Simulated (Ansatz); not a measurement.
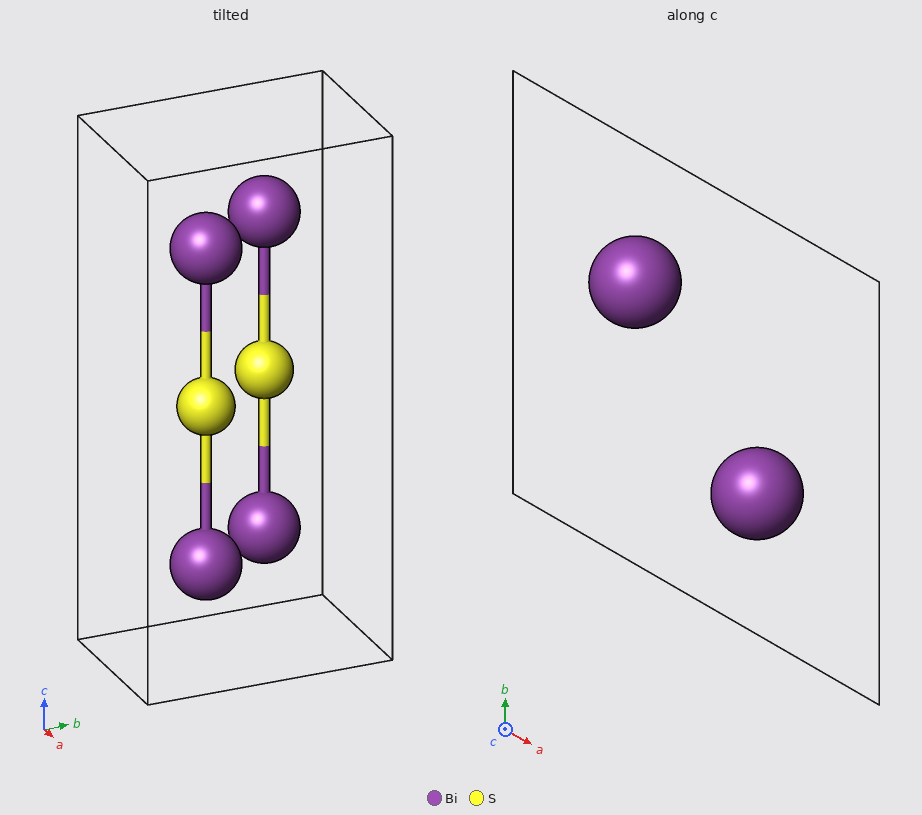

A ball-and-stick rendering, viewed slightly off an axis and along the c axis. The edges of the conventional unit cell are marked. Cell: a = 5.46 Å, b = 5.46 Å, c = 8.84 Å, α = 90.00°, β = 90.00°, γ = 120.00°.

The structure was taken from a random cell made by a generator, so it need not be a real form of the compound. Earlier steps of the study, as a rule a relaxation of our own, may have changed the cell and positions, so they can lie some per cent off the listed ones. It went into a calculation with Ansatz.

> What can be read from this drawing?

The compound is Bi2S. Symmetry: P6/mmm (No. 191), primitive hexagonal lattice. Content of the cell: 4 Bi, 2 S (Z = 2). Each Bi is bonded to one S at about 2.7 Å. Each S atom is coordinated by two Bi in a linear arrangement at about 2.7 Å. Not all metal-metal contacts are counted. The bonds build separate Bi2S groups.

Setup: DFT PBE, scalar-relativistic, plane waves, PAW (Ansatz 0.2.0); plane waves up to 420 eV, k-grid 12×12×6, Gaussian smearing of 0.1 eV, no spin polarisation.

> Metal or not?

A metal: bands cross the Fermi level.

> How charged are the atoms, by the Bader scheme?

Bi +0.26 e; S -0.52 e.

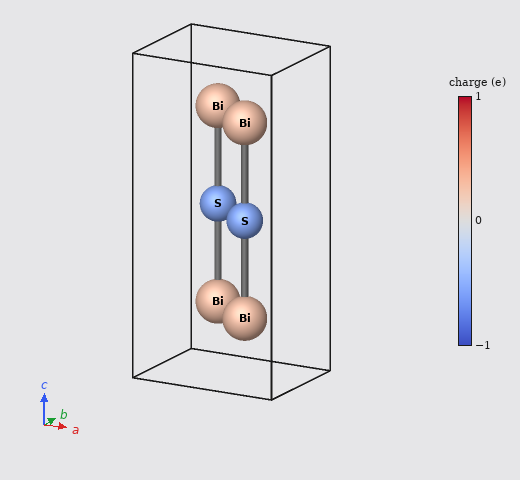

The atoms coloured by those charges. The run's cell of 6 atoms is drawn.

> Can this geometry be taken as optimised?

Yes. All forces vanish to within 0.01 eV/Å. The pressure is 0.0 GPa, close to zero.
